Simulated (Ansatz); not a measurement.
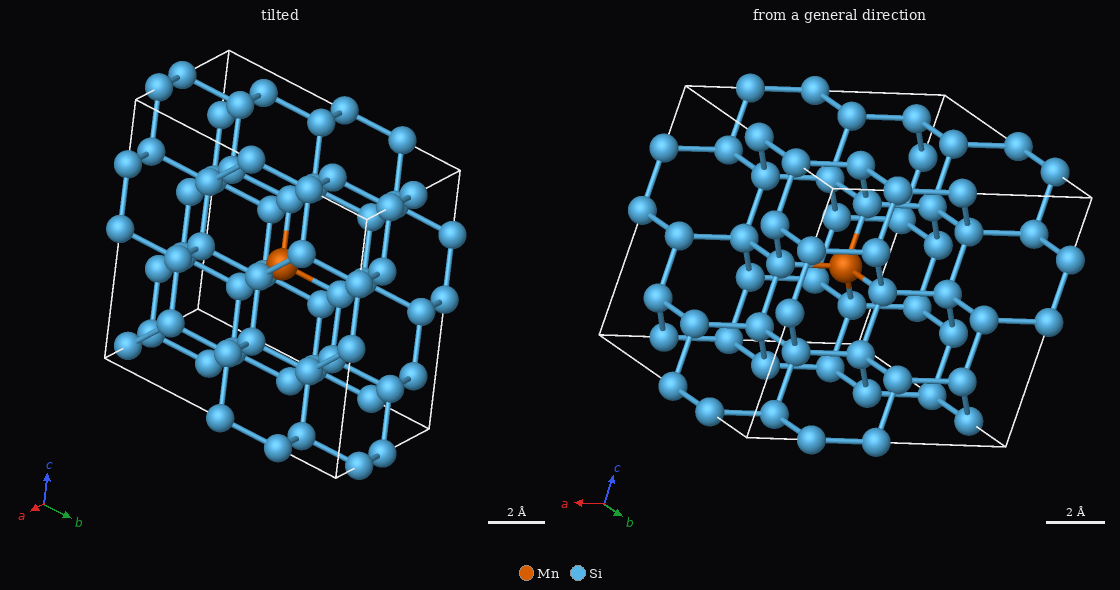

The crystal in a ball-and-stick representation, seen slightly off an axis and from a general direction. The lines enclose the supercell; boundary atoms appear with their images. The host is Si, in a cell of 32 sites, and the cell carries a charge of +1.

**What defect is present?**

Manganese on a silicon site (a substitutional impurity). It is bonded to four Si in a tetrahedral arrangement at about 2.4 Å.

Calculation details: DFT PBEsol, scalar-relativistic, plane waves, PAW (Ansatz); plane waves up to 420 eV, 3×3×3 k-points, Gaussian smearing of 0.02 eV, collinear spins.

**Does the calculation give a net moment?**

Yes, 2.0 μB in the cell.

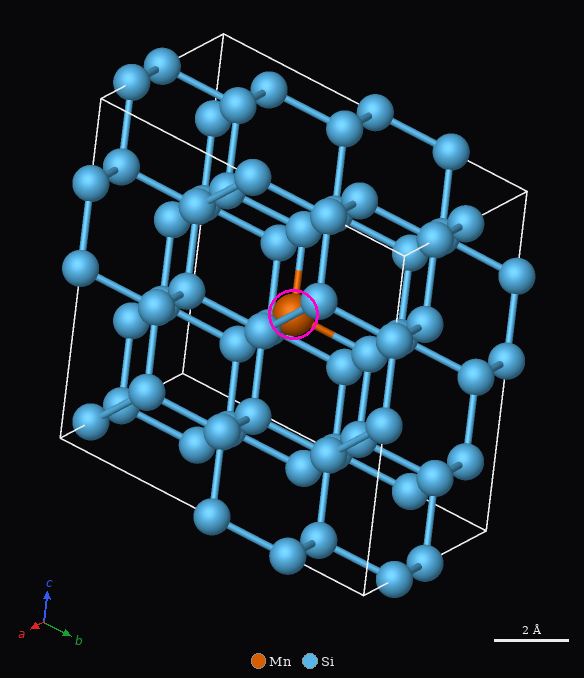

The same cell with a ring at the defect's site.

The atoms were relaxed in the host's cell with DFT PBEsol, scalar-relativistic, plane waves, PAW (Ansatz).
